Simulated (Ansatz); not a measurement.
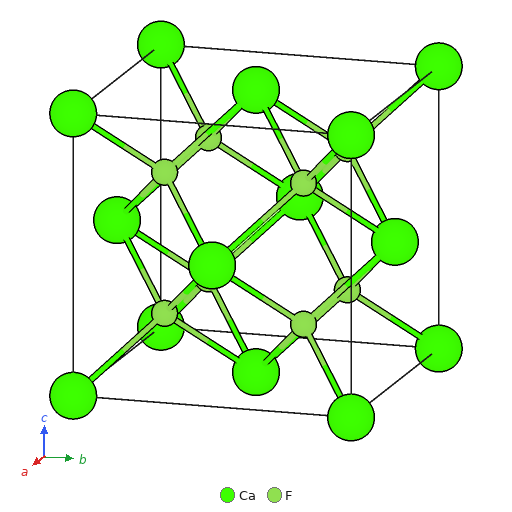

System: CaF₂, space group Fm-3m (No. 225). The picture shows the conventional cell.

Input of the run:
```
crystal:
  lattice:
    - [0.0, 2.6726160172, 2.6726160172]
    - [2.6726160172, 0.0, 2.6726160172]
    - [2.6726160172, 2.6726160172, 0.0]
  atoms:
    - { symbol: Ca, position: [0.0, 0.0, 0.0] }
    - { symbol: F, position: [0.25, 0.25, 0.25] }
    - { symbol: F, position: [0.75, 0.75, 0.75] }
basis:
  ecutwfc: 420
kpoints:
  mp_grid: { grid: [8, 8, 8] }
hamiltonian:
  xc: pbesol
scf:
  occupations: { method: fixed }
output:
  eigenvalues: true
phonons:
  method: dfpt
  dielectric: true
  rigid_motions: translations
  eigenvectors: true
```

Command:
```bash
ansatz run input.yaml --threads 1 --pin off --max-ram 3072MiB --backend cpu --events-out ev --progress --plain --runs-dir out
```

Method: infrared-active and silent optical phonons at the zone centre of an insulator with atoms at rest in the given cell, intensity summed over the level, zero macroscopic field, imaginary frequencies are negative, field response on a mesh refined by the program; PAW (Ansatz 0.2.0). Level: PBEsol, no spin polarisation.

wave cutoff 420 eV; k mesh 8×8×8; occupations fixed; pressure 4 GPa.

Predict the infrared spectrum of the zone-centre phonons.

The strongest infrared line is at 277.9 cm⁻¹, the only infrared-active level.

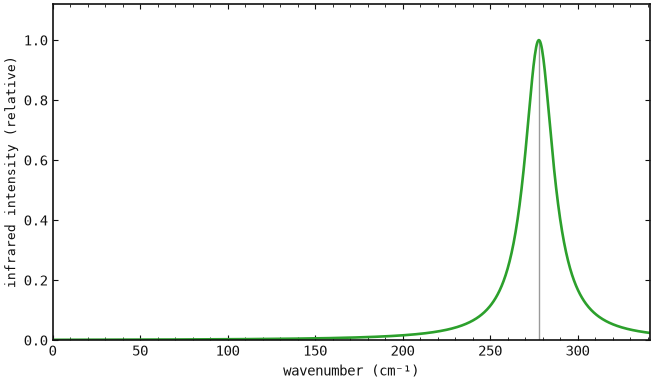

Lines are broadened by Lorentzians of 20 cm⁻¹ full width; the spectrum is scaled to its strongest line. These are zero-field (TO) frequencies; inactive modes don't show.
